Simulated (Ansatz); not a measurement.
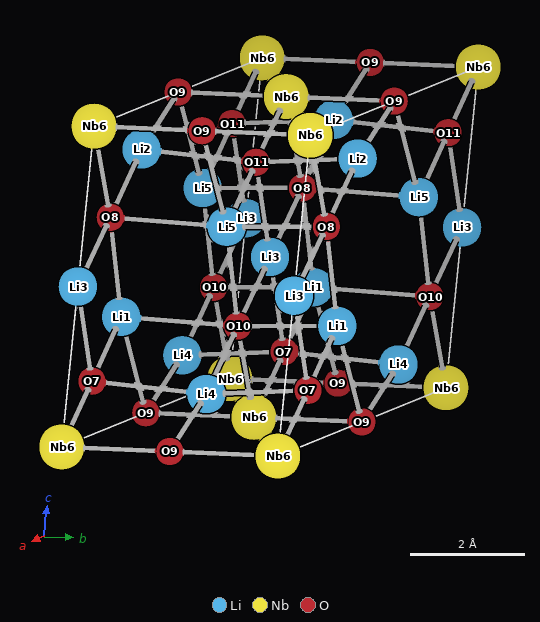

The structure (ball-and-stick view of the cell 2 times as large as that of the calculation, set on its symmetry axes, seen slightly off an axis; atoms are numbered from 1 in the order of the input). An atom can appear more than once, as a periodic image.

# Band-structure calculation of Li$_{5}$NbO$_{5}$ (part 1 of 2)

Li$_{5}$NbO$_{5}$ (C2/m, 11 atoms in the cell), computed with DFT, HSE06, plane waves, PAW, no spin polarisation (Ansatz 0.2.0).

The structure derives from a Materials Project entry. The geometry comes from this level: r2SCAN. Figures and captions count atoms from 1; the log counts them from 0 in places.

### The input
```yaml
crystal:
  lattice:
    - [4.8360358375, -2.0050227976, 0.0032565738]
    - [4.8360358375, 2.0050227976, 0.0032565738]
    - [-1.8649502744, 0.0, 5.4784585153]
  atoms:
    - { symbol: Li, position: [0.7125196362, 0.7125196362, 0.3444835374] }
    - { symbol: Li, position: [0.6909118662, 0.6909118662, 0.8615954011] }
    - { symbol: Li, position: [0.0, 0.0, 0.5] }
    - { symbol: Li, position: [0.3090881338, 0.3090881338, 0.1384045989] }
    - { symbol: Li, position: [0.2874803638, 0.2874803638, 0.6555164626] }
    - { symbol: Nb, position: [0.0, 0.0, 0.0] }
    - { symbol: O, position: [0.8537495982, 0.8537495982, 0.1736738817] }
    - { symbol: O, position: [0.8424152621, 0.8424152621, 0.6820364051] }
    - { symbol: O, position: [0.5, 0.5, 0.0] }
    - { symbol: O, position: [0.1575847379, 0.1575847379, 0.3179635949] }
    - { symbol: O, position: [0.1462504018, 0.1462504018, 0.8263261183] }
kpoints:
  mp_grid: { grid: [4, 4, 4] }
  band_path:
    path:
      - [0.0, 0.0, 0.0]
      - [-0.2979312755, 0.2979312755, 0.0]
      - [-0.7020687245, -0.2979312755, 0.0]
      - [-0.5, -0.5, 0.0]
      - [-0.5, -0.5, 0.5]
      - [-0.7278325637, -0.2721674363, 0.5]
      - [-0.2721674363, 0.2721674363, 0.5]
      - [0.0, 0.0, 0.5]
      - [-0.5, 0.0, 0.5]
      - [0.276042, -0.28125, 0.005208]
    npoints: 1
hamiltonian:
  xc: hse06
scf:
  occupations: { method: fixed }
  n_extra_bands: 6
output:
  forces: true
  stress: true
  eigenvalues: true
  write_density: true
  write_potential: true
  elf: true
  volumetric_format: npy
```

Run on 1 × NVIDIA H100 80GB HBM3, 2 threads of AMD EPYC (Zen 3), 144 GiB of memory available, shared host.

### Output
```
Warning: output.stress: scf.convergence.dr2_threshold = 1e-7 eV (the SCF's general default) is looser than the 1.1e-9 eV advised for a printed stress (1e-10 eV for each atom of the cell: 11). What an SCF threshold leaves in a stress goes as its square root, and in the free energy as the threshold itself, and one threshold admits the most on a small cell: of the crystals measured, under no hybrid functional and no lock of the moments, on runs that ended without the residual-converged pass, on stresses that held no estimate of that error, the worst erred by over 100 MPa in a component at 1e-7 eV an atom and by under 5 at 1e-10. Set scf.convergence.dr2_threshold to 1.1e-9 eV or tighter. The threshold is an SCF's pass mark: one that does not reach it within its budget of iterations ends unconverged, or closes short of it on a stop that the run arms, and scf.convergence.dr2_threshold's page says what that costs each kind of run
Warning: output.stress: scf.exx.energy_threshold = 1e-6 eV is looser than the 1.1e-7 eV advised for a stress under a hybrid functional (1e-8 eV for each atom of the cell: 11). Every SCF of the exchange loop can meet its threshold on dr2 while the loop round them stops early: no threshold on dr2 bounds what that leaves in the stress. Set scf.exx.energy_threshold to 1.1e-7 eV or tighter. The threshold is the loop's pass mark: a loop that does not reach it within its budget of cycles ends unconverged, and scf.exx.energy_threshold's page has the law
scf.n_extra_bands = 6 over 29 filled bands (N_el = 58.0): the run solves 35 bands
Engine: ansatz 0.2.0, x86_64-unknown-linux-gnu
Pseudopotentials: kind: paw
Pseudopotential: Li, paw, valence charge 3, recommended cutoff 420 eV (normal), Li.paw.azcp
Pseudopotential: Nb, paw, valence charge 13, recommended cutoff 420 eV (normal), Nb.paw.azcp
Pseudopotential: O, paw, valence charge 6, recommended cutoff 420 eV (normal), O.paw.azcp
Functional definition: HSE06
  parameter a = 0.25
  parameter omega = 0.11/bohr
  exchange = pbe_x - a*pbe_x_sr(omega) + a*exact_x_sr(omega)
  correlation = pbe_c
davidson cushion auto → on  (no smearing: the cushion is to keep the highest requested band from converging to the state above it; pin scf.eigensolver.cushion to override)
Crystal: 11 atoms, lattice volume = 106.267 Å³
Basis set: ecut = 420 eV, 2089 PW (Γ), exchange–correlation on 72×72×80 points (8 copies of the dense FFT grid, shifted against one another)
Bands: 35, of which v1, the nominal top of the filled ones, is band 29 counted from 1 (28 counted from 0)
Symmetry: 4 space group operations
Space group: C2/m (ITA 12), of the structure as read, at distance tolerance 4.7e-5 Å
k-points: 24 of 64
Non-local potential: Li, projectors of the file, l = 0: 3, l = 1: 2, l = 2: 1
Non-local potential: Nb, projectors of the file, l = 0: 3, l = 1: 2, l = 2: 2, l = 3: 1
Non-local potential: O, projectors of the file, l = 0: 2, l = 1: 2, l = 2: 1
PAW form: soft (Blöchl's): semilocal exchange-correlation on the pseudo side does not see the compensation charge
PAW frozen core: Nb, regenerated for the run's functional, and the local potential with it (the file was generated under x = pbe(κ = 0.804, μ = 0.2195149727645171), c = pbe(β = 0.06672455060314922))
PAW frozen core: O, regenerated for the run's functional, and the local potential with it (the file was generated under x = pbe(κ = 0.804, μ = 0.2195149727645171), c = pbe(β = 0.06672455060314922))
PAW one-centre angular grid: Li, 110 points (default); XC on 96 Gauss nodes
PAW one-centre angular grid: Nb, 590 points (default); XC on 64 Gauss nodes
PAW one-centre angular grid: O, 110 points (default); XC on 96 Gauss nodes
Initial density: superposition of atomic densities (neutral atoms: chi_scale 0, normalization atom), corrected by the library's trained network
Initial wavefunctions: pseudopotential atomic-orbital guess
Functional: x = pbe(κ = 0.804, μ = 0.2195149727645171), c = pbe(β = 0.06672455060314922), warm-up for x = pbe(κ = 0.804, μ = 0.2195149727645171) + 0.25 (exact − pbe) at short range (hse, ω = 0.20786987370883472 Å⁻¹), c = pbe(β = 0.06672455060314922); HSE06 as pw.x's `hse` composes it (authors' and Libxc's form: `xc: wpbeh`)
SCF iter   1: F=—  HF=-8425.557100 eV  |F-HF|=—  |Δ(HF+E_count)|=         —  Δρ=2.34e-3  dr2=4.53e-3  ethr=1.77e-3  ⟨swp⟩=7.7  Hψ=3980  notcnv=0
preconditioner: auto → none  [insulator: Δε(μ)=3.195 eV  Ē_g=11.204 eV  n_scr=24 (ndim 8)  ℏωp=22.8 eV  f_vac=0.084]
SCF iter   2: F=—  HF=-8425.560666 eV  |F-HF|=—  |Δ(HF+E_count)|=   3.57e-3  Δρ=2.07e-3  dr2=3.44e-3  ethr=7.81e-6  ⟨swp⟩=5.3  Hψ=2980  notcnv=0  defer=2
iter 3 solved again at ethr=5.77e-7 eV; its pass at ethr=5.93e-6 eV (dr2=3.35e-4 eV) is discarded
SCF iter   3: F=-8425.560691 eV  HF=-8425.560292 eV  |F-HF|=4.00e-4  |Δ(HF+E_count)|=   3.75e-4  Δρ=7.23e-4  dr2=3.36e-4  ethr=5.77e-7  ⟨swp⟩=2.1  Hψ=3942  notcnv=0
SCF 1 stopped early in 3 iterations: F = -8425.560691 eV  dr2 = 3.36e-4
  greatest PAW one-centre occupation: 1.000 electrons in one spin orbital (limit 2), on the Li atom at site 0 (counted from 0), in its partial waves of l = 0
Initial density: handed on by an earlier stage of this run
Initial wavefunctions: those handed on with the density
Functional: x = pbe(κ = 0.804, μ = 0.2195149727645171) + 0.25 (exact − pbe) at short range (hse, ω = 0.20786987370883472 Å⁻¹), c = pbe(β = 0.06672455060314922); HSE06 as pw.x's `hse` composes it (authors' and Libxc's form: `xc: wpbeh`)
Exchange kernel: α = 0.2500, screened, ω = 0.2079 Å⁻¹, Wigner–Seitz truncation, v(0) = 1042.3044 eV·Å³, q-mesh 4×4×4, nearest image of the exchange supercell L = 16.04 Å, pair-density grid 24×24×27, without the augmentation charges, whose exchange is taken in its separable form by FFT convolution over the k-point mesh (sized by the pseudopotential files, 25×36×40 at the most), smooth part of the exact exchange by density-matrix convolution in up to 3.50 GiB of GPU memory as planned if the GPU has room (build and FFT work areas not counted)
Frozen-core exchange: fock
SCF iter   1: F=—  HF=-8427.179862 eV  |F-HF|=—  |Δ(HF+E_count)|=         —  Δρ=1.34e-2  dr2=3.69e-1  ethr=5.79e-6  ⟨swp⟩=7.0  Hψ=4042  notcnv=0
preconditioner: auto → none  [insulator: Δε(μ)=5.097 eV  Ē_g=13.571 eV  n_scr=24 (ndim 8)  ℏωp=22.8 eV  f_vac=0.085]
SCF iter   2: F=—  HF=-8427.126701 eV  |F-HF|=—  |Δ(HF+E_count)|=   5.32e-2  Δρ=1.21e-2  dr2=2.13e-1  ethr=5.79e-6  ⟨swp⟩=5.0  Hψ=3568  notcnv=0
SCF iter   3: F=—  HF=-8427.082095 eV  |F-HF|=—  |Δ(HF+E_count)|=   4.46e-2  Δρ=3.09e-3  dr2=9.42e-3  ethr=5.79e-6  ⟨swp⟩=4.8  Hψ=3146  notcnv=0
SCF iter   4: F=—  HF=-8427.105782 eV  |F-HF|=—  |Δ(HF+E_count)|=   2.37e-2  Δρ=1.98e-3  dr2=4.49e-3  ethr=5.79e-6  ⟨swp⟩=3.5  Hψ=2558  notcnv=0
SCF iter   5: F=—  HF=-8427.104637 eV  |F-HF|=—  |Δ(HF+E_count)|=   1.14e-3  Δρ=5.25e-4  dr2=2.07e-4  ethr=5.79e-6  ⟨swp⟩=3.0  Hψ=2159  notcnv=0
SCF iter   6: F=—  HF=-8427.104856 eV  |F-HF|=—  |Δ(HF+E_count)|=   2.20e-4  Δρ=3.39e-4  dr2=7.08e-5  ethr=3.23e-7  ⟨swp⟩=3.9  Hψ=2486  notcnv=0
SCF iter   7: F=-8427.104842 eV  HF=-8427.104844 eV  |F-HF|=1.60e-6  |Δ(HF+E_count)|=   1.27e-5  Δρ=8.73e-5  dr2=5.94e-6  ethr=1.19e-7  ⟨swp⟩=3.0  Hψ=1933  notcnv=0
SCF 2 stopped early in 7 iterations: F = -8427.104842 eV  dr2 = 5.94e-6
  Residual-converged pass: ⟨swp⟩=4.0  Hψ=2831  notcnv=0  max |occ|·‖R‖ = 6.5e-6 eV (tolerance 6.7e-6 eV)  dr2=5.61e-6  dr2_onsite=5.01e-7  max |Δocc| = 0.0e0
  greatest PAW one-centre occupation: 1.000 electrons in one spin orbital (limit 2), on the Nb atom at site 5 (counted from 0), in its partial waves of l = 0
hybrid outer 1: dexx = +2.729e-2 eV, tail = 5.12e-5 eV
Exchange kernel: α = 0.2500, screened, ω = 0.2079 Å⁻¹, Wigner–Seitz truncation, v(0) = 1042.3044 eV·Å³, q-mesh 4×4×4, nearest image of the exchange supercell L = 16.04 Å, pair-density grid 24×24×27, without the augmentation charges, whose exchange is taken in its separable form by FFT convolution over the k-point mesh (sized by the pseudopotential files, 25×36×40 at the most), smooth part of the exact exchange by density-matrix convolution in up to 3.50 GiB of GPU memory as planned if the GPU has room (build and FFT work areas not counted)
Frozen-core exchange: fock
SCF iter   1: F=—  HF=-8427.104644 eV  |F-HF|=—  |Δ(HF+E_count)|=         —  Δρ=8.87e-5  dr2=7.83e-6  ethr=4.41e-7  ⟨swp⟩=3.3  Hψ=1963  notcnv=0
preconditioner: auto → none  [insulator: Δε(μ)=4.656 eV  Ē_g=13.309 eV  n_scr=24 (ndim 8)  ℏωp=22.8 eV  f_vac=0.094]
SCF iter   2: F=—  HF=-8427.104643 eV  |F-HF|=—  |Δ(HF+E_count)|=   1.24e-6  Δρ=3.25e-5  dr2=6.02e-7  ethr=1.22e-8  ⟨swp⟩=3.6  Hψ=2419  notcnv=0
SCF iter   3: F=—  HF=-8427.104644 eV  |F-HF|=—  |Δ(HF+E_count)|=   3.71e-7  Δρ=1.28e-5  dr2=1.08e-7  ethr=8.88e-10  ⟨swp⟩=4.9  Hψ=2285  notcnv=0  defer=25
SCF iter   4: F=—  HF=-8427.104644 eV  |F-HF|=—  |Δ(HF+E_count)|=   1.38e-8  Δρ=4.59e-6  dr2=1.12e-8  ethr=1.53e-10  ⟨swp⟩=3.0  Hψ=2184  notcnv=0
SCF iter   5: F=—  HF=-8427.104644 eV  |F-HF|=—  |Δ(HF+E_count)|=   2.55e-8  Δρ=4.11e-6  dr2=1.72e-8  ethr=1.38e-11  ⟨swp⟩=5.8  Hψ=2812  notcnv=0  defer=25
SCF iter   6: F=-8427.104644 eV  HF=-8427.104644 eV  |F-HF|=2.24e-9  |Δ(HF+E_count)|=   3.59e-9  Δρ=1.63e-6  dr2=2.45e-9  ethr=1.38e-11  ⟨swp⟩=3.5  Hψ=2343  notcnv=0
SCF 3 converged in 6 iterations: F = -8427.104644 eV  dr2 = 2.45e-9
  Residual-converged pass: ⟨swp⟩=3.0  Hψ=1896  notcnv=0  max |occ|·‖R‖ = 1.0e-6 eV (tolerance 1.0e-6 eV)  dr2=2.46e-9  dr2_onsite=1.55e-10  max |Δocc| = 0.0e0
hybrid outer 2: dexx = +5.204e-7 eV, tail = 1.34e-8 eV, Δε = 4.08e-3 eV (about 8.15e-5 eV left of the loop's levels), ΔF = 1.70e-2 eV/Å (tail 1.30e-3)
Exchange kernel: α = 0.2500, screened, ω = 0.2079 Å⁻¹, Wigner–Seitz truncation, v(0) = 1042.3044 eV·Å³, q-mesh 4×4×4, nearest image of the exchange supercell L = 16.04 Å, pair-density grid 24×24×27, without the augmentation charges, whose exchange is taken in its separable form by FFT convolution over the k-point mesh (sized by the pseudopotential files, 25×36×40 at the most), smooth part of the exact exchange by density-matrix convolution in up to 3.50 GiB of GPU memory as planned if the GPU has room (build and FFT work areas not counted)
Frozen-core exchange: fock
SCF iter   1: F=—  HF=-8427.104644 eV  |F-HF|=—  |Δ(HF+E_count)|=         —  Δρ=3.11e-6  dr2=5.98e-9  ethr=1.16e-10  ⟨swp⟩=5.6  Hψ=2176  notcnv=0
preconditioner: auto → none  [insulator: Δε(μ)=4.655 eV  Ē_g=13.309 eV  n_scr=24 (ndim 8)  ℏωp=22.8 eV  f_vac=0.094]
SCF iter   2: F=-8427.104644 eV  HF=-8427.104644 eV  |F-HF|=8.04e-10  |Δ(HF+E_count)|=   1.52e-9  Δρ=1.06e-6  dr2=1.03e-9  ethr=1.02e-11  ⟨swp⟩=3.0  Hψ=2323  notcnv=0
SCF 4 converged in 2 iterations: F = -8427.104644 eV  dr2 = 1.03e-9
  Residual-converged pass: ⟨swp⟩=3.0  Hψ=2043  notcnv=0  max |occ|·‖R‖ = 5.9e-7 eV (tolerance 6.1e-7 eV)  dr2=1.05e-9  dr2_onsite=5.18e-11  max |Δocc| = 0.0e0
```

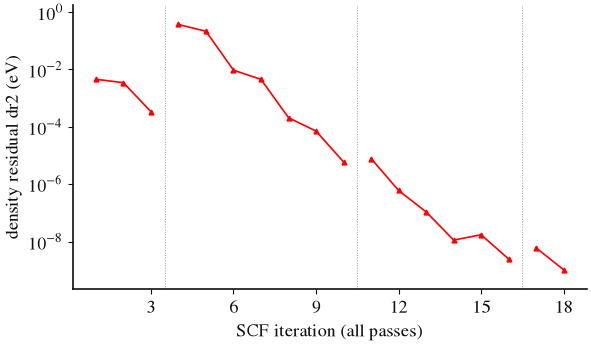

Convergence of the self-consistent field: density residual dr2 against the SCF iteration. The run starts with a semilocal functional; after that each stretch between dotted lines is one SCF of the hybrid functional between two exact rebuilds of the exchange operator by the outer loop. Early passes are stopped at a loose threshold. The passes take 3, 7, 6 and 2 iterations.

```
hybrid outer 3: dexx = +6.050e-10 eV, tail = 2.17e-9 eV, Δε = 5.88e-5 eV (about 2.74e-5 eV left of the loop's levels), ΔF = 1.82e-4 eV/Å (tail 2.70e-4)
the search or the solves at the SCF's close seem to have found levels that the self-consistency loop had missed (the run counts 1). By its estimate they hold under 1e-12 electrons; where the run keeps them, the occupations were computed again with them
NSCF: frozen V_eff on 10 k-points
hybrid SCF converged: 3 outer / 15 inner (+3 warm-up), last move |dexx| = 6.05e-10 eV, tail = 2.17e-9 eV
Stability not checked: this state was not tested for a lower state beside it, because the functional holds exact exchange (a hybrid, or Hartree-Fock), whose exchange loop this test does not read (fock_operator; see scf.lower_state_search)
Free energy (F): -8427.104644 eV
Frozen-core exchange: fock
Harris-Foulkes:  -8427.104644 eV  (|F-HF|=8.04e-10)
Internal energy: -8427.104644 eV  (E = F + TS)
E sigma→0 (E₀):  -8427.104644 eV
Fermi energy:    4.066283 eV
--- Per-component energies (eV) ---
  E_band       = -768.100235
  E_kinetic    = 1394.942783
  E_local      = -3814.173400  (includes V_loc(G=0)·N_el)
  E_nonlocal   = 179.681752
  E_hartree    = 1354.692075
  E_xc         = -486.529894
  E_vxc        = -607.361491  (∫ρ·V_xc dr)
  E_exx        = -191.584318  (= α·E_x^exact, valence–valence)
  E_paw        = -3896.261402  (= ΣΔE_a)
  E_vpaw       = -247.417464  (= ΣTr[D̂ρ^β])
  E_aug_tail   = 0.012223  (compensation charges beyond the density's cutoff)
  E_ewald      = -2967.333593
  E_core_change = -0.550871  (= ΣΔE_core)
  E_smearing   = -0.000000  (= −TS)
  E_closure    = 0.000001  (closes the sum)
  Σ components = -8427.104644   (vs F -8427.104644, Δ=1.82e-12)
--- Forces (eV/Å), atoms counted from 1 ---
  atom   1  Li     0.03957365     0.00000000    -0.00184374
  atom   2  Li     0.02857072    -0.00000000     0.02986954
  atom   3  Li     0.00000000     0.00000000    -0.00000000
  atom   4  Li    -0.02857072     0.00000000    -0.02986954
  atom   5  Li    -0.03957365    -0.00000000     0.00184374
  atom   6  Nb     0.00000000     0.00000000     0.00000000
  atom   7  O      0.31638938     0.00000000    -0.12614675
  atom   8  O      0.17574577    -0.00000000     0.29885222
  atom   9  O      0.00000000     0.00000000     0.00000000
  atom  10  O     -0.17574577     0.00000000    -0.29885222
  atom  11  O     -0.31638938    -0.00000000     0.12614675
  max |Σ_I F_I| component: 0.00e0 eV/Å
--- Stress (GPa, compression-positive) ---
       -1.845942      -0.000000      -0.045236
       -0.000000      -1.424128       0.000000
       -0.045240       0.000000      -2.094041
  P = ⅓ Tr σ = -1.7880 GPa (-17.880 kbar)
--- Band table (eV; the first three rows and the last of 24) ---
  k-point 0: bands = ["-53.6164", "-41.7410", "-41.4475", "-41.4039", "-41.0820", "-41.0480", "-28.4046", "-28.3694", "-28.3581", "-14.6450", "-13.8913", "-13.4256", "-12.9143", "-12.6256", "-0.1618", "0.4050", "0.7263", "0.8026", "0.8034", "1.7788", "1.8421", "1.8518", "2.2126", "2.8253", "2.8351", "3.5126", "3.7317", "3.8858", "3.9496", "8.7214", "9.0691", "9.9838", "10.3598", "12.0848", "14.3261"]
```
